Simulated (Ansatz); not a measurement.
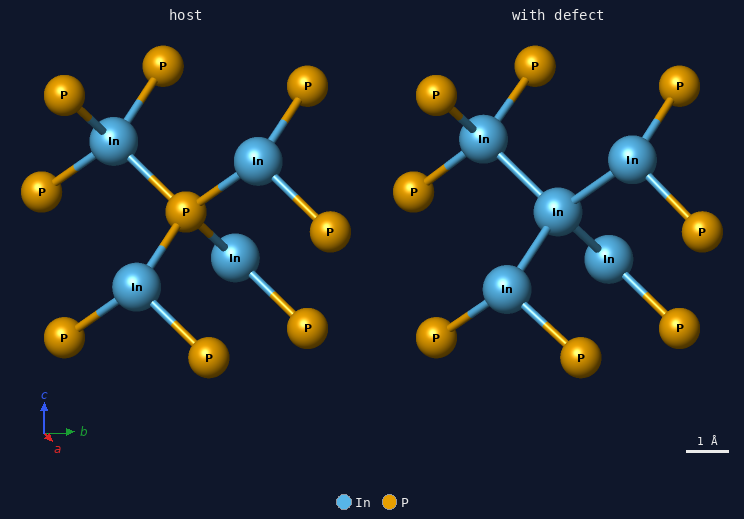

Left: perfect InP. Right: the same region with one point defect, after relaxing the atoms in a supercell of 8 sites. The picture is a ball-and-stick view of the atoms within 4.6 Å of one point, in a slice 5.0 Å thick across the line of sight, seen slightly off an axis.

All numbers below come from Ansatz 0.2.0, DFT PBE, scalar-relativistic, plane waves, PAW. Settings: plane-wave cutoff 420 eV; k-point mesh 3 × 3 × 3; occupations gaussian; smearing width 0.02 eV; collinear spin. The cell is small and the k-mesh coarse, so the numbers are rough. A uniform background neutralises the charged cell. The axes drawn are those of the host's conventional cell.

What kind of defect was made?

A phosphorus atom is replaced by indium.

The charge state of the cell is −1.

What does the relaxation do around it?

In the host the P atom has 4 In at 2.58 Å; the In atom ends with 4 In at 2.66 Å. Of the host's atoms, an indium atom moves furthest from its site, by 0.08 Å.
